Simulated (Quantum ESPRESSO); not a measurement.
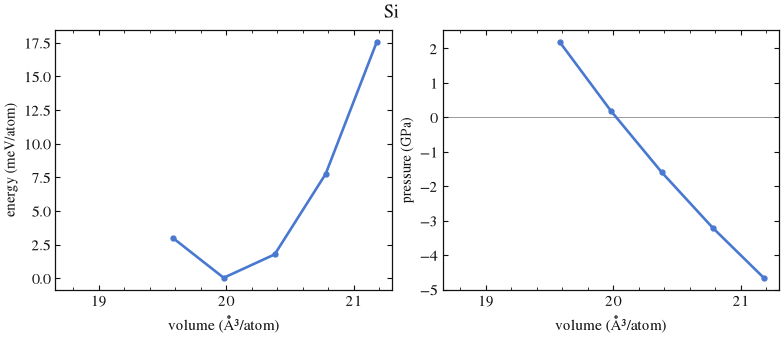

The picture above shows the energy and pressure against volume for Si, space group Fd-3m (No. 227).

Cell as given: a = 3.838 Å, b = 3.838 Å, c = 3.838 Å, α = 60.00°, β = 60.00°, γ = 60.00°; 2 atoms.

Calculation (Quantum ESPRESSO 7.5): plane-wave DFT, no spin polarisation; energies at scaled volumes of the given cell, shape and fractions fixed, counted from the fit's minimum, third-order Birch-Murnaghan fit. Level: PBEsol.

k mesh 10×10×10; occupations fixed; potentials PseudoDojo 0.4.1 SR PBEsol standard; wave cutoff 489.8 eV; density cutoff 1959 eV.

The points at volume 18.78 Å³/atom and 19.18 Å³/atom are left out of the plot. What values does the calculation give there?

| volume (Å³/atom) | energy (meV/atom) | pressure (GPa) |
| --- | --- | --- |
| 18.78 | 25.17 | 6.83 |
| 19.18 | 11.18 | 4.39 |
